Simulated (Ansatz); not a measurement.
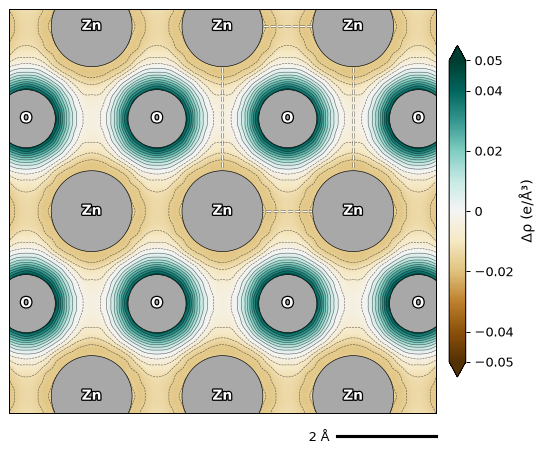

ZnO. Difference of the valence pseudo-densities of two functionals at the same geometry, on the (101) plane of the calculation cell: one of LDA and r2SCAN less the other.

Space group Pm-3m; started from the CsCl prototype, which need not be the ambient phase.

Both computed with Ansatz (plane waves, PAW), on the same k-point mesh. Grey discs cover the atomic cores.

> Which was subtracted from which, and what does the map show?

It is r2SCAN less LDA. Against LDA, r2SCAN gives less density around Zn (−0.018 e/Å³ on average at 1.0 Å from the nucleus), more density around O (+0.026 e/Å³ on average at 0.7 Å from the nucleus) and a change of −0.009 e/Å³ at the midpoint of Zn–O.
